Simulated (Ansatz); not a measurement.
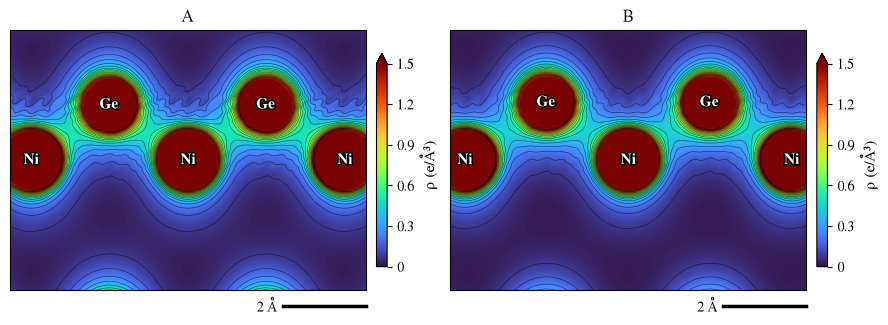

NiGe. The valence electron density of two cells that differ in size, on the (101̄) plane of each (indices in the axes of the calculation cell), at one length scale and on one colour scale: B has 21.9 Å³ an atom and A 19.3.

Space group F-43m; started from the zinc blende prototype, which need not be the ambient phase; the program warned that a starting moment wasn't kept; spin-polarised, but the moments vanished.

Level of theory: DFT r2SCAN, scalar-relativistic, plane waves, PAW (Ansatz 0.2.0).

Core electrons are frozen (PAW), and the valence fields are smoothed inside the atomic spheres.

**What does the compression do to the bonding and the properties?**

From the larger cell to the smaller, Ni–Ge goes from 2.42 to 2.32 Å, and the density at its midpoint from 0.43 to 0.51 e/Å³; the pressure goes from −11 to −4.8 GPa.
